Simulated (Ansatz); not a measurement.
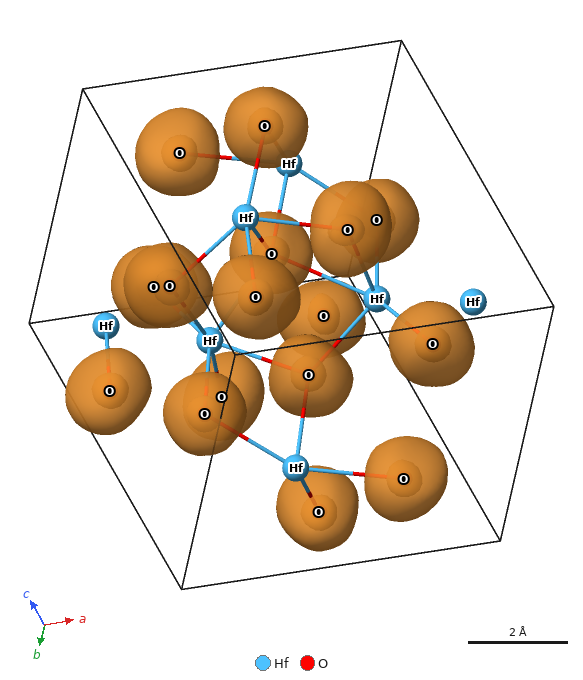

Figure 1: Hf₇O₁₆ (cell with a defect). Isosurface of the ELF at 0.7 (orange), seen at an oblique angle. Core shells and regions of very low density are left out. Sticks mark near contacts.

Spin-polarised.

All numbers below come from DFT PBE, scalar-relativistic, plane waves, PAW in Ansatz.

```xyz
23
Lattice="4.2678 0.0000 5.2716 -5.1609 5.2121 0.0053 -5.1609 -5.2121 0.0053" Properties=species:S:1:pos:R:3 pbc="T T T"
Hf   -4.3224   -2.7985    3.7663
Hf    2.9040   -0.2830    4.1283
Hf   -2.2275   -0.0057    4.2085
Hf   -1.7244    2.8385    1.5404
Hf   -1.7266   -2.3803    1.5248
Hf   -3.8123    0.2097    1.1064
Hf   -9.0476    0.2412    1.1188
O    -2.7421   -1.2430    0.0429
O    -3.6986   -1.3185    5.1677
O    -2.6395    1.2062    2.5952
O    -2.8031   -3.9082    2.7856
O    -2.2990    1.3897    0.0566
O    -7.4254    1.2874    0.2550
O    -3.1495    4.0587    2.4519
O    -3.3048   -1.2760    2.5881
O    -5.2045    1.6222    1.7086
O    -5.0966   -3.4424    1.7871
O    -5.5966   -0.8416    0.8718
O    -0.3839   -0.9732    0.8505
O    -0.9203    3.4826    3.4939
O    -1.2447   -1.6909    3.4671
O    -5.5323    0.6017    4.3677
O    -0.3786    0.8820    4.4504
```

**Where are the electrons localised?**

The ELF exceeds this value in 16 regions wrapped around O (the valence shell of each), counted in one cell of 23 atoms. Any copies at cell faces, edges or corners count once.

Values along the shortest contacts:
Hf–O (2.06 Å): the ELF peaks at about 0.80 in the valence shell of O, 0.6 Å from its nucleus, and drops to about 0.20 between the two atoms; no localised pair shows between them. Hf–O (2.10 Å): the ELF peaks at about 0.85 in the valence shell of O, 0.6 Å from its nucleus, and drops to about 0.20 between the two atoms; no shared electron pair shows on this line.

**Metal or insulator at this level of theory?**

It is gapless in this calculation (a metal or semimetal).
